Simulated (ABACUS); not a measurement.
## Tune calculation, with input and output: Ni (part 2 of 2)

Ni (2 atoms in the cell); Kohn-Sham DFT of a periodic cell, PBE, PseudoDojo NC SR 0.5 PBE stringent, spin-polarised (ABACUS 3.10.1); cutoff 1428.6 eV, 10×10×6 k-mesh, fermi-dirac of 0.1 eV, collinear spins. The structure derives from a Materials Project entry. It belongs to a series of runs on one base structure; here: ks_solver: dav.

Geometry of the input (Å; fractional positions):
```
2.4480  0.0000  0.0000
-1.2240  2.1201  0.0000
0.0000  0.0000  4.0728
Ni 0.6667  0.3333  0.7500
Ni 0.3333  0.6667  0.2500
```

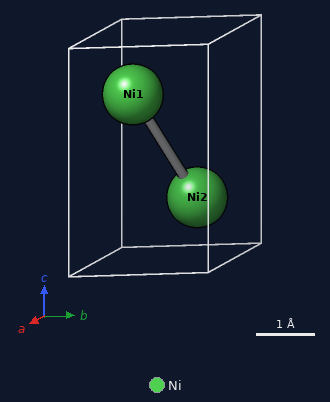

Figure 1. The input geometry (ball-and-stick view of the cell of the calculation, seen slightly off an axis; atoms are numbered from 1 in the order of the input). An atom can appear more than once, as a periodic image.

**The program's output, continued**
```
----------------------------------------------------------
     Energy           Rydberg                 eV
----------------------------------------------------------
 E_KohnSham     -676.7966062652      -9208.2902322691
 E_Harris       -676.8176707314      -9208.5768290348
 E_Fermi        1.4080374437         19.1573322323
----------------------------------------------------------

 PW ALGORITHM --------------- ION=   1  ELEC=   4--------------------------------
          total magnetism (Bohr mag/cell) = 1.34571523797
       absolute magnetism (Bohr mag/cell) = 1.52678476836
                        nelec for spin up = 18.672857619
                      nelec for spin down = 17.327142381

 Density error is 4.15640337747e-05
                          Error Threshold = 9.78029168365e-07
----------------------------------------------------------
     Energy           Rydberg                 eV
----------------------------------------------------------
 E_KohnSham     -676.7966578113      -9208.2909335897
 E_Harris       -676.6958562935      -9206.9194585814
 E_Fermi        1.4086749250         19.1660056095
----------------------------------------------------------

 PW ALGORITHM --------------- ION=   1  ELEC=   5--------------------------------
          total magnetism (Bohr mag/cell) = 1.34154496769
       absolute magnetism (Bohr mag/cell) = 1.52551216291
                        nelec for spin up = 18.6707724838
                      nelec for spin down = 17.3292275162

 Density error is 3.53774959265e-06
                          Error Threshold = 1.15455649374e-07
----------------------------------------------------------
     Energy           Rydberg                 eV
----------------------------------------------------------
 E_KohnSham     -676.7966620531      -9208.2909913025
 E_Harris       -676.7807581873      -9208.0746081077
 E_Fermi        1.4091061214         19.1718723376
----------------------------------------------------------

 PW ALGORITHM --------------- ION=   1  ELEC=   6--------------------------------
          total magnetism (Bohr mag/cell) = 1.34088779258
       absolute magnetism (Bohr mag/cell) = 1.52426465035
                        nelec for spin up = 18.6704438963
                      nelec for spin down = 17.3295561037

 Density error is 7.60663221687e-07
                          Error Threshold = 9.82708220181e-09
----------------------------------------------------------
     Energy           Rydberg                 eV
----------------------------------------------------------
 E_KohnSham     -676.7966628694      -9208.2910024089
 E_Harris       -676.8080362751      -9208.4457455324
 E_Fermi        1.4091869084         19.1729715008
----------------------------------------------------------

 PW ALGORITHM --------------- ION=   1  ELEC=   7--------------------------------
          total magnetism (Bohr mag/cell) = 1.34048832533
       absolute magnetism (Bohr mag/cell) = 1.52422845085
                        nelec for spin up = 18.6702441627
                      nelec for spin down = 17.3297558373

 Density error is 1.37441129131e-07
                          Error Threshold = 2.11295339358e-09
----------------------------------------------------------
     Energy           Rydberg                 eV
----------------------------------------------------------
 E_KohnSham     -676.7966630399      -9208.2910047286
 E_Harris       -676.7955519299      -9208.2758873013
 E_Fermi        1.4090559060         19.1711891216
----------------------------------------------------------

 PW ALGORITHM --------------- ION=   1  ELEC=   8--------------------------------
          total magnetism (Bohr mag/cell) = 1.34079478205
       absolute magnetism (Bohr mag/cell) = 1.52432627582
                        nelec for spin up = 18.670397391
                      nelec for spin down = 17.329602609

 Density error is 1.36683998965e-08
                          Error Threshold = 3.81780914252e-10
----------------------------------------------------------
     Energy           Rydberg                 eV
----------------------------------------------------------
 E_KohnSham     -676.7966630594      -9208.2910049939
 E_Harris       -676.7967646125      -9208.2923866947
 E_Fermi        1.4090834424         19.1715637745
----------------------------------------------------------

 PW ALGORITHM --------------- ION=   1  ELEC=   9--------------------------------
          total magnetism (Bohr mag/cell) = 1.34078158597
       absolute magnetism (Bohr mag/cell) = 1.52432267324
                        nelec for spin up = 18.670390793
                      nelec for spin down = 17.329609207

 Density error is 1.37592655151e-09
                          Error Threshold = 3.79677774902e-11
----------------------------------------------------------
     Energy           Rydberg                 eV
----------------------------------------------------------
 E_KohnSham     -676.7966630618      -9208.2910050265
 E_KS(sigma->0) -676.7924870328      -9208.2341872370
 E_Harris       -676.7971232136      -9208.2972657128
 E_band         -39.4461389866       -536.6922543171
 E_one_elec     -326.3063038864      -4439.6250261744
 E_Hartree      188.2984186812       2561.9314184537
 E_xc           -87.5080280211       -1190.6078018307
 E_Ewald        -451.2723977775      -6139.8759598960
 E_entropy(-TS) -0.0083520580        -0.1136355790
 E_descf        0.0000000000         0.0000000000
 E_exx          0.0000000000         0.0000000000
 E_Fermi        1.4090807604         19.1715272838
----------------------------------------------------------

 charge density convergence is achieved
 final etot is -9208.291005 eV
 EFERMI = 19.171527284 eV

 STATE ENERGY(eV) AND OCCUPATIONS    NSPIN == 2
SPIN UP :
 1/14 kpoint (Cartesian) = 0.0000 0.0000 0.0000 (2575 pws)
       1       -84.5951     0.00166667
       2       -84.5600     0.00166667
       3       -45.0657     0.00166667
       4       -44.8977     0.00166667
       5       -44.8977     0.00166667
       6       -44.8665     0.00166667
       7       -44.8665     0.00166667
       8       -44.8359     0.00166667
       9        9.83287     0.00166667
      10        14.0379     0.00166667
      11        16.4967     0.00166667
      12        16.6659     0.00166667
      13        16.6659     0.00166667
      14        16.9307     0.00166667
      15        16.9307     0.00166667
      16        17.4436     0.00166667
      17        17.4436     0.00166667
      18        18.3803     0.00166606
      19        18.3803     0.00166606
      20        18.5125     0.00166438
      21        24.6762    2.06783e-27
      22        42.0657        0.00000
      23        44.3045        0.00000

 2/14 kpoint (Cartesian) = -0.040849 0.023584 0.0000 (2617 pws)
       1       -84.5917      0.0100000
       2       -84.5581      0.0100000
       3       -45.0582      0.0100000
       4       -44.9163      0.0100000
       5       -44.9035      0.0100000
       6       -44.8857      0.0100000
       7       -44.8700      0.0100000
       8       -44.8385      0.0100000
       9        10.1912      0.0100000
      10        14.2594      0.0100000
      11        16.3535      0.0100000
      12        16.7571      0.0100000
      13        16.8232      0.0100000
      14        16.8665      0.0100000
      15        17.0482      0.0100000
      16        17.0721      0.0100000
      17        17.3508      0.0100000
      18        17.4487      0.0100000
      19        18.4143     0.00999486
      20        20.0823    1.10813e-06
      21        24.7451    6.22710e-27
      22        39.0218    6.18353e-89
      23        41.6006        0.00000

 3/14 kpoint (Cartesian) = -0.081699 0.047169 0.0000 (2617 pws)
       1       -84.5826      0.0100000
       2       -84.5534      0.0100000
       3       -45.0374      0.0100000
       4       -44.9653      0.0100000
       5       -44.9354      0.0100000
       6       -44.9183      0.0100000
       7       -44.8794      0.0100000
       8       -44.8466      0.0100000
       9        11.2156      0.0100000
      10        14.7551      0.0100000
      11        16.0826      0.0100000
      12        16.0851      0.0100000
      13        16.6132      0.0100000
      14        17.1368      0.0100000
      15        17.1512      0.0100000
      16        17.2103      0.0100000
      17        17.2544      0.0100000
      18        17.4554      0.0100000
      19        18.4753     0.00999054
      20        22.0345    3.68491e-15
      21        25.0011    4.81561e-28
      22        34.1432    9.52251e-68
      23        38.7855    6.56705e-88

 4/14 kpoint (Cartesian) = -0.12255 0.070753 0.0000 (2601 pws)
       1       -84.5708      0.0100000
       2       -84.5481      0.0100000
       3       -45.0264      0.0100000
       4       -45.0080      0.0100000
       5       -44.9957      0.0100000
       6       -44.9361      0.0100000
       7       -44.8914      0.0100000
       8       -44.8603      0.0100000
       9        12.6926      0.0100000
      10        14.9393      0.0100000
      11        15.4028      0.0100000
      12        16.0399      0.0100000
      13        16.5897      0.0100000
      14        16.9063      0.0100000
      15        16.9579      0.0100000
      16        17.7804     0.00999999
      17        17.8293     0.00999999
      18        17.9627     0.00999994
      19        18.5192     0.00998533
      20        24.2743    6.90435e-25
      21        25.4728    4.30456e-30
      22        29.7803    8.44909e-49
      23        36.5155    4.74126e-78

 5/14 kpoint (Cartesian) = -0.16340 0.094337 0.0000 (2601 pws)
       1       -84.5603      0.0100000
       2       -84.5448      0.0100000
       3       -45.0762      0.0100000
       4       -45.0438      0.0100000
       5       -44.9779      0.0100000
       6       -44.9503      0.0100000
       7       -44.9014      0.0100000
       8       -44.8776      0.0100000
       9        13.9900      0.0100000
      10        14.7318      0.0100000
      11        15.0084      0.0100000
      12        16.3083      0.0100000
      13        16.7367      0.0100000
      14        16.7584      0.0100000
      15        16.8456      0.0100000
      16        18.3193     0.00999801
      17        18.4233     0.00999437
      18        18.5398     0.00998199
      19        18.8953     0.00940606
      20        24.4714    9.61954e-26
      21        26.7208    1.63688e-35
      22        28.1059    1.58001e-41
      23        33.7232    6.35318e-66

 6/14 kpoint (Cartesian) = 0.20425 0.35377 0.0000 (2590 pws)
       1       -84.5557     0.00500000
       2       -84.5442     0.00500000
       3       -45.0952     0.00500000
       4       -45.0620     0.00500000
       5       -44.9627     0.00500000
       6       -44.9556     0.00500000
       7       -44.9052     0.00500000
       8       -44.8880     0.00500000
       9        14.4516     0.00500000
      10        14.5513     0.00500000
      11        14.8804     0.00500000
      12        16.6308     0.00500000
      13        16.6748     0.00500000
      14        16.6828     0.00500000
      15        16.9430     0.00500000
      16        18.5048     0.00499365
      17        18.5451     0.00499050
      18        18.6223     0.00497949
      19        20.3027    6.11539e-08
      20        22.2619    1.89446e-16
      21        28.4884    1.72374e-43
      22        29.0464    6.50148e-46
      23        31.5869    6.02298e-57

[... levels at 22 further k points ...]

------------------------------------------------------------------------------------------
 TOTAL-FORCE (eV/Angstrom)
------------------------------------------------------------------------------------------
                       Ni1         0.0000000000         0.0000000000         0.0000000000
                       Ni2         0.0000000000         0.0000000000         0.0000000000
------------------------------------------------------------------------------------------

----------------------------------------------------------------
 TOTAL-STRESS (KBAR)
----------------------------------------------------------------
        91.6443002440        -0.0000000000         0.0000000000
         0.0000000000        91.6443002389         0.0000000000
         0.0000000000        -0.0000000000        47.5000441956
----------------------------------------------------------------
 TOTAL-PRESSURE: 76.929548 KBAR

 --------------------------------------------
 !FINAL_ETOT_IS -9208.2910050264908932 eV
 --------------------------------------------
```

**Standard output**
```
ABACUS v3.10.1

               Atomic-orbital Based Ab-initio Computation at UStc

%%%%%%%%%%%%%%%%%%%%%%%%%%%%%%%%%%%%%%%%%%%%%%%%%%%%%%%%%%%%%%%%%%%%%%%%%%%%%%%%%%%%%%%%%%%%%%%%%%%%%%%%%
 Warning: the number of valence electrons in pseudopotential > 10 for Ni: [Ar] 3d8 4s2
 Pseudopotentials with additional electrons can yield (more) accurate outcomes, but may be less efficient.
 If you're confident that your chosen pseudopotential is appropriate, you can safely ignore this warning.
%%%%%%%%%%%%%%%%%%%%%%%%%%%%%%%%%%%%%%%%%%%%%%%%%%%%%%%%%%%%%%%%%%%%%%%%%%%%%%%%%%%%%%%%%%%%%%%%%%%%%%%%%

 UNIFORM GRID DIM        : 32 * 32 * 54
 UNIFORM GRID DIM(BIG)   : 32 * 32 * 54
 ---------------------------------------------------------
 Self-consistent calculations for electrons
 ---------------------------------------------------------
 SPIN    KPOINTS         PROCESSORS  THREADS
 2       112             4           4
 ---------------------------------------------------------
 Use plane wave basis
 ---------------------------------------------------------
 ELEMENT NATOM       XC
 Ni      2
 ---------------------------------------------------------
 Initial plane wave basis and FFT box
 ---------------------------------------------------------
 -------------------------------------------
 SELF-CONSISTENT :
 -------------------------------------------
 START CHARGE      : atomic
 ITER      TMAG       AMAG        ETOT/eV          EDIFF/eV         DRHO     TIME/s
 DA1      1.40e+00   1.48e+00  -9.20826451e+03   0.00000000e+00   9.4914e-03   2.43
 DA2      1.30e+00   1.51e+00  -9.20829050e+03  -2.59872923e-02   2.5837e-03   0.87
 DA3      1.34e+00   1.52e+00  -9.20829023e+03   2.64413636e-04   3.5209e-04   0.86
 DA4      1.35e+00   1.53e+00  -9.20829093e+03  -7.01320636e-04   4.1564e-05   1.24
 DA5      1.34e+00   1.53e+00  -9.20829099e+03  -5.77128023e-05   3.5377e-06   0.93
 DA6      1.34e+00   1.52e+00  -9.20829100e+03  -1.11063657e-05   7.6066e-07   1.12
 DA7      1.34e+00   1.52e+00  -9.20829100e+03  -2.31968665e-06   1.3744e-07   0.86
 DA8      1.34e+00   1.52e+00  -9.20829100e+03  -2.65329960e-07   1.3668e-08   0.90
 DA9      1.34e+00   1.52e+00  -9.20829101e+03  -3.25800121e-08   1.3759e-09   1.02
----------------------------------------------------------------
 TOTAL-STRESS (KBAR)
----------------------------------------------------------------
        91.6443002440        -0.0000000000         0.0000000000
         0.0000000000        91.6443002389         0.0000000000
         0.0000000000        -0.0000000000        47.5000441956
----------------------------------------------------------------
 TOTAL-PRESSURE: 76.929548 KBAR
```
